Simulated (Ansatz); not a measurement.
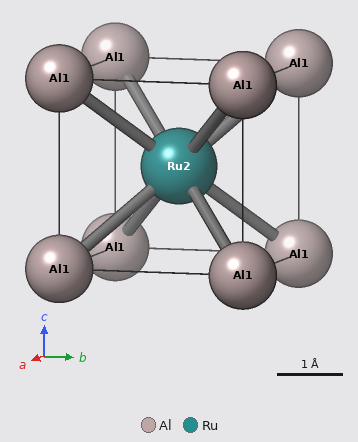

Fig. 1: The structure as given in the input (ball-and-stick view of the cell of the calculation, seen slightly off an axis; atoms are numbered from 1 in the order of the input). An atom can appear more than once, as a periodic image. Near neighbours in the periodic cell (some may lie outside the picture): Al has 8 Ru at 2.59 Å; Ru has 8 Al at 2.59 Å.

Geometry relaxation of AlRu (part 1 of 2)

AlRu (Pm-3m, 2 atoms in the cell), computed with DFT PBE, scalar-relativistic, plane waves, PAW, no spin polarisation (Ansatz 0.2.0).

The structure derives from an entry of the Crystallography Open Database. Figures and captions count atoms from 1; the log counts them from 0 in places.

## Output
```
Engine: ansatz 0.2.0, x86_64-unknown-linux-gnu
Pseudopotentials: kind: paw
Pseudopotential: Al, paw, valence charge 3, recommended cutoff 420 eV (normal), Al.paw.azcp
Pseudopotential: Ru, paw, valence charge 16, recommended cutoff 420 eV (normal), Ru.paw.azcp
Functional definition: PBE
  parameter kappa = 0.804
  parameter beta = 0.06672455060314922
  exchange = pbe_x(kappa = kappa, mu = beta*pi^2/3)
  correlation = pbe_c(beta = beta)
Crystal: 2 atoms, lattice volume = 26.774 Å³
Basis set: ecut = 420 eV, 485 PW (Γ), exchange–correlation on 40×40×40 points (8 copies of the dense FFT grid, shifted against one another)
Bands: 14, of which v1, the nominal top of the filled ones, is band 10 counted from 1 (9 counted from 0)
Symmetry: 48 space group operations
Space group: Pm-3m (ITA 221), of the structure as read, at distance tolerance 3.0e-5 Å
k-points: 120 of 2744
Non-local potential: Al, projectors of the file, l = 0: 2, l = 1: 2, l = 2: 1
Non-local potential: Ru, projectors of the file, l = 0: 3, l = 1: 2, l = 2: 2, l = 3: 1
PAW form: soft (Blöchl's): semilocal exchange-correlation on the pseudo side does not see the compensation charge
PAW one-centre angular grid: Al, 110 points (default); XC on 64 Gauss nodes
PAW one-centre angular grid: Ru, 590 points (default); XC on 64 Gauss nodes
Initial density: superposition of atomic densities (neutral atoms: chi_scale 0, normalization atom), corrected by the library's trained network
Initial wavefunctions: pseudopotential atomic-orbital guess
Functional: x = pbe(κ = 0.804, μ = 0.2195149727645171), c = pbe(β = 0.06672455060314922)
SCF iter   1: F=—  HF=-6417.464988 eV  |F-HF|=—  |Δ(HF+E_count)|=         —  Δρ=3.59e-3  dr2=3.26e-3  ethr=1.77e-3  ⟨swp⟩=5.0  Hψ=8840  notcnv=0
preconditioner: auto → none  [metal: Δε(μ)=0.023 eV  Ē_g=8.879 eV  σ=0.100 eV  W_gap=0.13  n_scr=6 (ndim 8)  ℏωp=23.8 eV  f_vac=0.000  D(μ)=1.92/eV (n_scr^D=18)  sad-step TF]
SCF iter   2: F=—  HF=-6417.464466 eV  |F-HF|=—  |Δ(HF+E_count)|=   5.22e-4  Δρ=2.13e-3  dr2=1.37e-3  ethr=1.72e-5  ⟨swp⟩=2.1  Hψ=2866  notcnv=0
SCF iter   3: F=—  HF=-6417.464204 eV  |F-HF|=—  |Δ(HF+E_count)|=   2.61e-4  Δρ=2.82e-4  dr2=1.54e-5  ethr=7.18e-6  ⟨swp⟩=2.0  Hψ=2116  notcnv=0
SCF iter   4: F=—  HF=-6417.464096 eV  |F-HF|=—  |Δ(HF+E_count)|=   1.08e-4  Δρ=8.73e-5  dr2=1.15e-6  ethr=8.09e-8  ⟨swp⟩=2.1  Hψ=2214  notcnv=0
iter 5 did not close the SCF: its close was put off for the readings that it lacked (scf_convergence_deferred on its scf_iter line)
SCF iter   5: F=-6417.464096 eV  HF=-6417.464096 eV  |F-HF|=5.86e-9  |Δ(HF+E_count)|=   8.59e-8  Δρ=1.29e-5  dr2=1.30e-8  ethr=6.06e-9  ⟨swp⟩=2.3  Hψ=2656  notcnv=0
SCF iter   6: F=-6417.464096 eV  HF=-6417.464096 eV  |F-HF|=9.91e-11  |Δ(HF+E_count)|=   2.08e-9  Δρ=2.18e-6  dr2=2.93e-10  ethr=6.86e-11  ⟨swp⟩=5.1  Hψ=8597  notcnv=0
SCF 1 converged in 6 iterations: F = -6417.464096 eV  dr2 = 2.93e-10
  greatest PAW one-centre occupation: 0.998 electrons in one spin orbital (limit 2), on the Ru atom at site 1 (counted from 0), in its partial waves of l = 0
relax step   1: F+E_penalty+E_count = -6417.46409635 eV  Δ(F+E_penalty+E_count) = +0.000e0 eV  max|allowed force component| = 2.009e-28 eV/Å  Δτ_max = 0.0000 Å  P = +2.601 GPa  Ω = 26.774 Å³  (6 SCF iters, dr2 threshold 1.00e-7 eV, accepted)
Crystal: 2 atoms, lattice volume = 27.188 Å³
Basis set: ecut = 420 eV, 515 PW (Γ), exchange–correlation on 40×40×40 points (8 copies of the dense FFT grid, shifted against one another)
Initial density: handed on by an earlier stage of this run
Initial wavefunctions: those handed on with the density
iter 1 solved again at ethr=6.41e-6 eV; its pass at ethr=3.10e-3 eV (dr2=1.22e-3 eV) is discarded
SCF iter   1: F=—  HF=-6417.466908 eV  |F-HF|=—  |Δ(HF+E_count)|=         —  Δρ=1.83e-3  dr2=1.29e-3  ethr=6.41e-6  ⟨swp⟩=1.9  Hψ=10473  notcnv=0
preconditioner: auto → none  [metal: Δε(μ)=0.012 eV  Ē_g=8.772 eV  σ=0.100 eV  W_gap=0.07  n_scr=6 (ndim 8)  ℏωp=23.6 eV  f_vac=0.000  D(μ)=1.98/eV (n_scr^D=26)]
SCF iter   2: F=—  HF=-6417.466638 eV  |F-HF|=—  |Δ(HF+E_count)|=   2.70e-4  Δρ=6.29e-4  dr2=1.33e-4  ethr=6.41e-6  ⟨swp⟩=1.4  Hψ=1853  notcnv=0
SCF iter   3: F=—  HF=-6417.466465 eV  |F-HF|=—  |Δ(HF+E_count)|=   1.73e-4  Δρ=1.14e-4  dr2=3.71e-6  ethr=6.99e-7  ⟨swp⟩=1.9  Hψ=2084  notcnv=0
iter 4 did not close the SCF: its close was put off for the readings that it lacked (scf_convergence_deferred on its scf_iter line)
SCF iter   4: F=-6417.466464 eV  HF=-6417.466464 eV  |F-HF|=1.42e-8  |Δ(HF+E_count)|=   6.23e-7  Δρ=1.35e-5  dr2=1.05e-8  ethr=1.95e-8  ⟨swp⟩=2.2  Hψ=2214  notcnv=0
iter 5 did not close the SCF: its close was put off for the readings that it lacked (scf_convergence_deferred on its scf_iter line)
SCF iter   5: F=-6417.466464 eV  HF=-6417.466464 eV  |F-HF|=1.59e-10  |Δ(HF+E_count)|=   1.67e-8  Δρ=1.15e-6  dr2=2.10e-10  ethr=5.54e-11  ⟨swp⟩=2.1  Hψ=2647  notcnv=0
SCF iter   6: F=-6417.466464 eV  HF=-6417.466464 eV  |F-HF|=1.82e-12  |Δ(HF+E_count)|=  1.73e-11  Δρ=2.52e-7  dr2=4.09e-12  ethr=1.11e-12  ⟨swp⟩=4.0  Hψ=7322  notcnv=0
SCF 2 converged in 6 iterations: F = -6417.466464 eV  dr2 = 4.09e-12
relax step   2: F+E_penalty+E_count = -6417.46646422 eV  Δ(F+E_penalty+E_count) = -2.368e-3 eV  max|allowed force component| = 3.624e-30 eV/Å  Δτ_max = 0.0000 Å  P = -0.589 GPa  Ω = 27.188 Å³  energy of the carried Pulay correction = -1.749e-4 eV  (6 SCF iters, dr2 threshold 2.00e-7 eV, accepted)
Crystal: 2 atoms, lattice volume = 27.110 Å³
iter 1 solved again at ethr=2.54e-7 eV; its pass at ethr=3.10e-3 eV (dr2=4.82e-5 eV) is discarded
SCF iter   1: F=—  HF=-6417.466786 eV  |F-HF|=—  |Δ(HF+E_count)|=         —  Δρ=3.48e-4  dr2=4.67e-5  ethr=2.54e-7  ⟨swp⟩=2.1  Hψ=9158  notcnv=0
preconditioner: auto → none  [metal: Δε(μ)=0.017 eV  Ē_g=8.782 eV  σ=0.100 eV  W_gap=0.10  n_scr=6 (ndim 8)  ℏωp=23.7 eV  f_vac=0.000  D(μ)=1.97/eV (n_scr^D=18)]
SCF iter   2: F=—  HF=-6417.466643 eV  |F-HF|=—  |Δ(HF+E_count)|=   1.43e-4  Δρ=1.13e-4  dr2=4.13e-6  ethr=2.46e-7  ⟨swp⟩=1.6  Hψ=1937  notcnv=0
iter 3 did not close the SCF: its close was put off for the readings that it lacked (scf_convergence_deferred on its scf_iter line)
SCF iter   3: F=-6417.466642 eV  HF=-6417.466642 eV  |F-HF|=1.11e-7  |Δ(HF+E_count)|=   1.11e-6  Δρ=2.29e-5  dr2=1.52e-7  ethr=2.18e-8  ⟨swp⟩=1.7  Hψ=2004  notcnv=0
iter 4 did not close the SCF: its close was put off for the readings that it lacked (scf_convergence_deferred on its scf_iter line)
SCF iter   4: F=-6417.466642 eV  HF=-6417.466642 eV  |F-HF|=4.89e-10  |Δ(HF+E_count)|=   2.92e-8  Δρ=2.55e-6  dr2=4.11e-10  ethr=8.01e-10  ⟨swp⟩=2.2  Hψ=2187  notcnv=0
iter 5 did not close the SCF: its close was put off for the readings that it lacked (scf_convergence_deferred on its scf_iter line)
SCF iter   5: F=-6417.466642 eV  HF=-6417.466642 eV  |F-HF|=5.46e-12  |Δ(HF+E_count)|=  7.84e-10  Δρ=2.60e-7  dr2=6.72e-12  ethr=2.16e-12  ⟨swp⟩=2.1  Hψ=2667  notcnv=0
SCF iter   6: F=-6417.466642 eV  HF=-6417.466642 eV  |F-HF|=0.00e0  |Δ(HF+E_count)|=  3.64e-12  Δρ=4.52e-8  dr2=1.74e-13  ethr=1.00e-12  ⟨swp⟩=3.8  Hψ=6341  notcnv=0
SCF 3 converged in 6 iterations: F = -6417.466642 eV  dr2 = 1.74e-13
relax step   3: F+E_penalty+E_count = -6417.46664221 eV  Δ(F+E_penalty+E_count) = -1.780e-4 eV  max|allowed force component| = 6.870e-30 eV/Å  Δτ_max = 0.0000 Å  P = -0.012 GPa  Ω = 27.110 Å³  energy of the carried Pulay correction = -1.424e-4 eV  (6 SCF iters, dr2 threshold 2.00e-7 eV, accepted)
Basis set: ecut = 420 eV, 515 PW (Γ), exchange–correlation on 48×48×48 points (8 copies of the dense FFT grid, shifted against one another)
Initial wavefunctions: pseudopotential atomic-orbital guess (no wavefunctions were taken with the density)
iter 1 solved again at ethr=8.31e-9 eV; its pass at ethr=3.10e-3 eV (dr2=1.58e-6 eV) is discarded
SCF iter   1: F=—  HF=-6417.466808 eV  |F-HF|=—  |Δ(HF+E_count)|=         —  Δρ=2.79e-5  dr2=3.34e-8  ethr=8.31e-9  ⟨swp⟩=3.0  Hψ=13362  notcnv=0
preconditioner: auto → none  [metal: Δε(μ)=0.015 eV  Ē_g=8.783 eV  σ=0.100 eV  W_gap=0.09  n_scr=6 (ndim 8)  ℏωp=23.7 eV  f_vac=0.000  D(μ)=1.97/eV (n_scr^D=26)]
SCF iter   2: F=—  HF=-6417.466788 eV  |F-HF|=—  |Δ(HF+E_count)|=   2.05e-5  Δρ=1.32e-5  dr2=5.99e-9  ethr=1.76e-10  ⟨swp⟩=2.1  Hψ=2692  notcnv=0
SCF iter   3: F=—  HF=-6417.466788 eV  |F-HF|=—  |Δ(HF+E_count)|=   1.64e-8  Δρ=2.47e-6  dr2=2.17e-10  ethr=3.16e-11  ⟨swp⟩=2.2  Hψ=2793  notcnv=0
iter 4 did not close the SCF: its close was put off for the readings that it lacked (scf_convergence_deferred on its scf_iter line)
SCF iter   4: F=-6417.466788 eV  HF=-6417.466788 eV  |F-HF|=3.64e-12  |Δ(HF+E_count)|=  7.60e-10  Δρ=2.68e-7  dr2=7.23e-12  ethr=1.14e-12  ⟨swp⟩=2.2  Hψ=2771  notcnv=0
iter 5 did not close the SCF: its close was put off for the readings that it lacked (scf_convergence_deferred on its scf_iter line)
SCF iter   5: F=-6417.466788 eV  HF=-6417.466788 eV  |F-HF|=9.09e-13  |Δ(HF+E_count)|=  4.55e-12  Δρ=1.98e-8  dr2=5.21e-14  ethr=1.00e-12  ⟨swp⟩=1.0  Hψ=1680  notcnv=0
iter 6 did not close the SCF: its close was put off for the readings that it lacked (scf_convergence_deferred on its scf_iter line)
SCF iter   6: F=-6417.466788 eV  HF=-6417.466788 eV  |F-HF|=1.82e-12  |Δ(HF+E_count)|=  2.73e-12  Δρ=3.30e-9  dr2=2.12e-15  ethr=1.00e-12  ⟨swp⟩=1.0  Hψ=1680  notcnv=0
iter 7 did not close the SCF: its close was put off for the readings that it lacked (scf_convergence_deferred on its scf_iter line)
SCF iter   7: F=-6417.466788 eV  HF=-6417.466788 eV  |F-HF|=9.09e-13  |Δ(HF+E_count)|=  9.09e-13  Δρ=6.97e-10  dr2=1.65e-16  ethr=1.00e-12  ⟨swp⟩=1.0  Hψ=1680  notcnv=0
SCF iter   8: F=-6417.466788 eV  HF=-6417.466788 eV  |F-HF|=9.09e-13  |Δ(HF+E_count)|=  1.82e-12  Δρ=1.53e-10  dr2=7.80e-18  ethr=1.00e-12  ⟨swp⟩=2.0  Hψ=4566  notcnv=0
SCF 4 converged in 8 iterations: F = -6417.466788 eV  dr2 = 7.80e-18
relax step   4: F+E_penalty+E_count = -6417.46678755 eV  Δ(F+E_penalty+E_count) = -1.453e-4 eV  max|allowed force component| = 1.553e-30 eV/Å  Δτ_max = 0.0000 Å  P = -0.011 GPa  Ω = 27.110 Å³  stress off target by 1.12e-2 GPa  SCF on the basis re-selected at this cell (its energy is not comparable with the rows above)  (8 SCF iters)
```

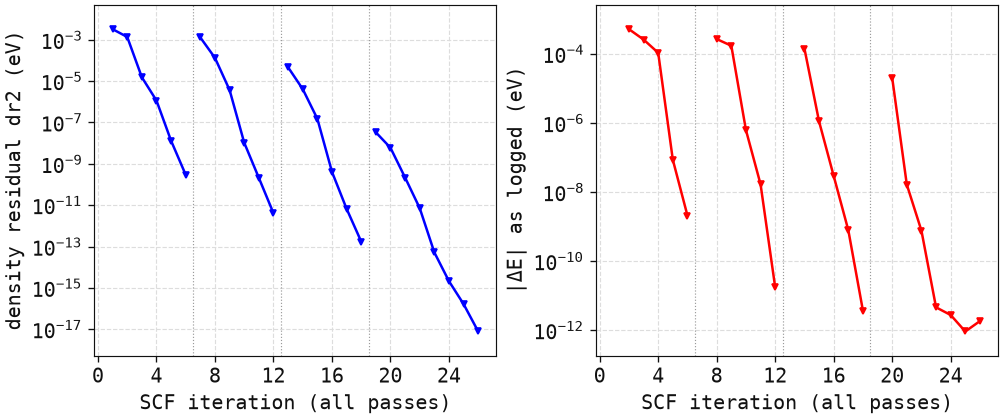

Fig. 2: Convergence of the self-consistent field: density residual dr2 and size of the energy change against the SCF iteration. The dotted lines part the SCF passes of the relaxation: geometry steps, rejected trials and re-solves on a re-selected basis. The passes take 6, 6, 6 and 8 iterations.

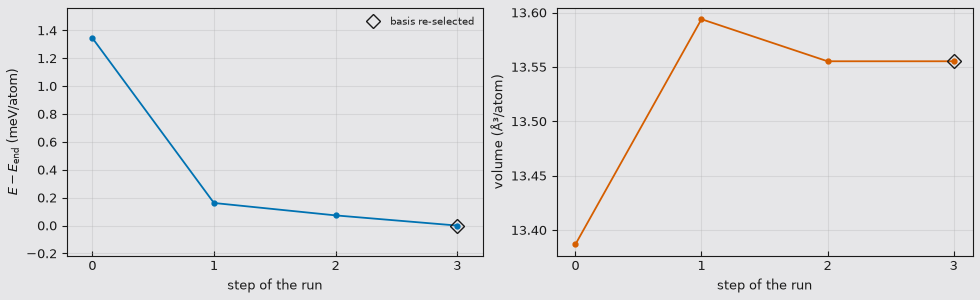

Fig. 3: Progress of the relaxation, step by step (the first geometry is step 0 here and step 1 in the log). No atom moves by more than 0.005 Å relative to the cell. The volume changes by +1.3 %, with a = b = c 2.992 → 3.004 Å (+0.4 %). Among the contacts that change: Al1–Ru2 2.591 → 2.602 Å. The space group stays Pm-3m (No. 221). Over 2 geometry steps the energy falls by 1.3 meV per atom. All forces vanish by symmetry, so only the cell relaxes. The pressure goes from 2.60 to −0.01 GPa. A last SCF at the same geometry on a re-selected plane-wave basis shifts the energy by −0.1 meV per atom. (Atoms are counted from 1 in the order of the input.)
